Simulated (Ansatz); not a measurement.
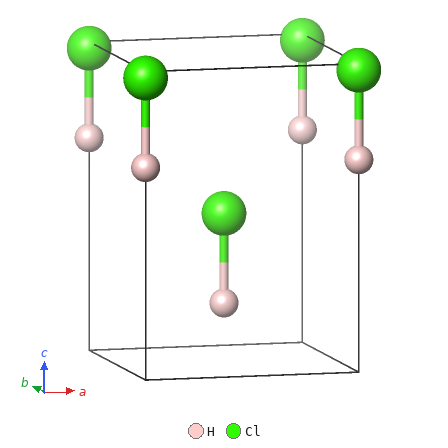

System: HCl, space group I4mm (No. 107). The picture shows the conventional cell.

Starting cell:
```cif
data_structure
_symmetry_space_group_name_H-M 'P 1'
_symmetry_Int_Tables_number 1
_cell_length_a 3.1850
_cell_length_b 3.1850
_cell_length_c 3.1850
_cell_angle_alpha 119.958
_cell_angle_beta 119.958
_cell_angle_gamma 90.073
_cell_volume 22.86
loop_
_atom_site_label
_atom_site_type_symbol
_atom_site_fract_x
_atom_site_fract_y
_atom_site_fract_z
_atom_site_occupancy
H1 H 0.68884 0.68884 0.00000 1
Cl1 Cl 0.97916 0.97916 0.00000 1
```

How it was computed, with Ansatz 0.2.0: harmonic phonon frequencies at the zone centre with atoms at rest in the given cell, without the long-range term of polar modes, the three translations left out, imaginary frequencies are negative; plane waves with PAW datasets, Γ-centred k mesh. Level: PBEsol, no spin polarisation.

wave cutoff 420 eV; k mesh 8×8×8; occupations fixed; pressure 14 GPa; phonon method linear response.

What does the calculation give for the zone-centre optical phonon frequencies (the three acoustic modes are left out)?

Two modes are imaginary, the softest at 57.4i cm⁻¹, so the structure is dynamically unstable. The highest mode lies at 2640.0 cm⁻¹ (without the field of polar modes). The optical modes lie at 57.4i (×2), 2640.0 cm⁻¹.

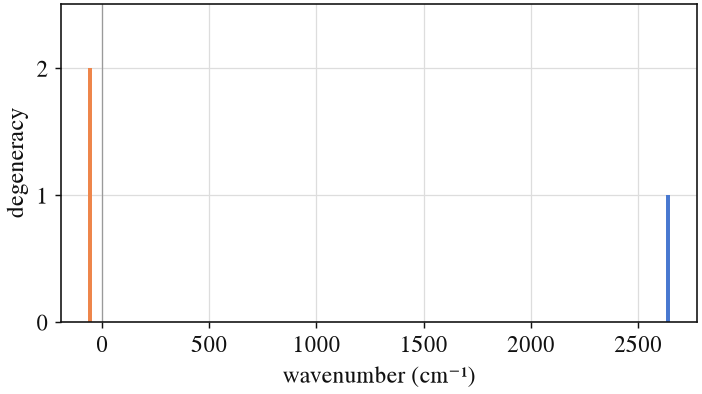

Imaginary frequencies are drawn as negative.
